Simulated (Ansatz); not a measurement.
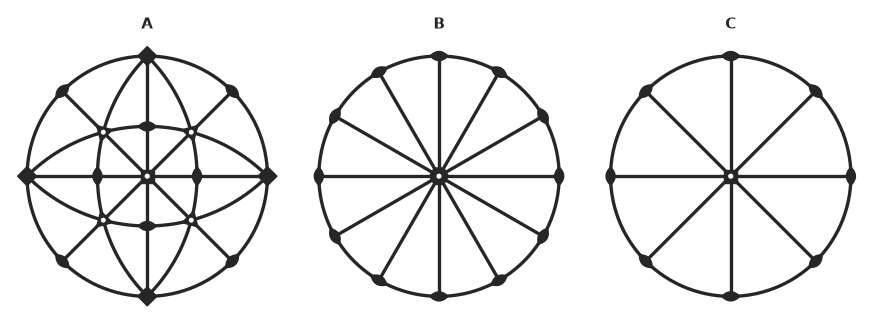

Stereographic projection: heavy lines are mirror planes (a heavy rim: a mirror in the plane of the page); lens, triangle, square and hexagon are 2-, 3-, 4- and 6-fold axes, a lens in an open square is −4, a triangle in an open hexagon −6; thin dashed diameters join the ends of axes that lie in the page; a small open circle marks inversion. Each shows the symmetry elements. The c axis points at the viewer. Computed from the symmetry of the structures below (computed or model cells, partly hypothetical).

**Match each stereogram to its crystal.**
1. Mn, I4/mmm (No. 139)
2. Mn, P6₃/mmc, No. 194
3. Os, No. 227, Fd-3m, origin choice 1

A is 3 (point group m-3m); B is 2 (point group 6/mmm); C is 1 (point group 4/mmm).
